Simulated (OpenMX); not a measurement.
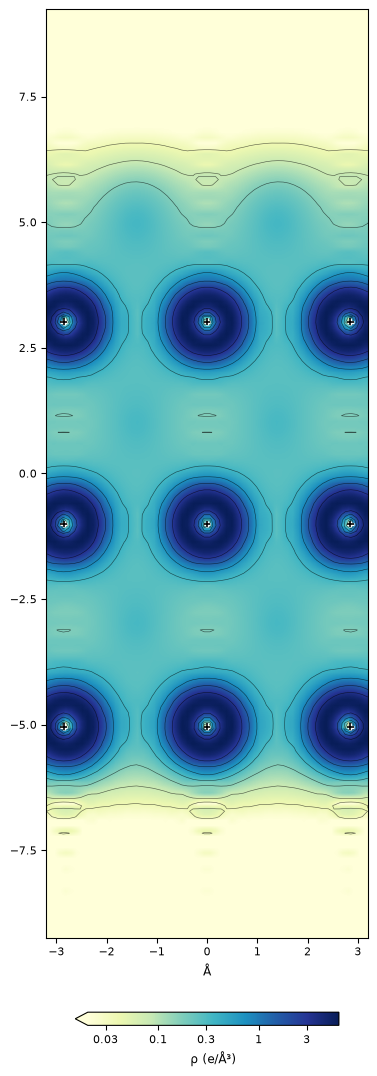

The valence electron density on a plane through atoms (crosses mark nuclei in the plane).

Theory: Kohn-Sham DFT of a periodic cell, PBE, OpenMX 2013 PBE set in OpenMX 3.8.5.

Candidates:
A. C, a = 3.57 Å, b = 3.57 Å, c = 3.57 Å, α = 90.00°, β = 90.00°, γ = 90.00°. Space group Fd-3m; computed pressure about 9 GPa in this cell.
B. Mo (slab), a = 2.85 Å, b = 2.85 Å, c = 25.07 Å, α = 90.00°, β = 90.00°, γ = 90.00°. Not relaxed (largest force 0.3 eV/Å).
C. Cl, a = 6.29 Å, b = 4.50 Å, c = 8.21 Å, α = 90.00°, β = 90.00°, γ = 90.00°. Space group Cmce; not relaxed (largest force 1.7 eV/Å); computed pressure about 3 GPa in this cell.

Q: Which candidate gave the map?

A: Candidate B: Mo on the (010) plane of the calculation cell, a cut from vacuum to vacuum, which holds Mo. Mo–Mo (2.85 Å): ρ at the midpoint is about 0.27 e/Å³.
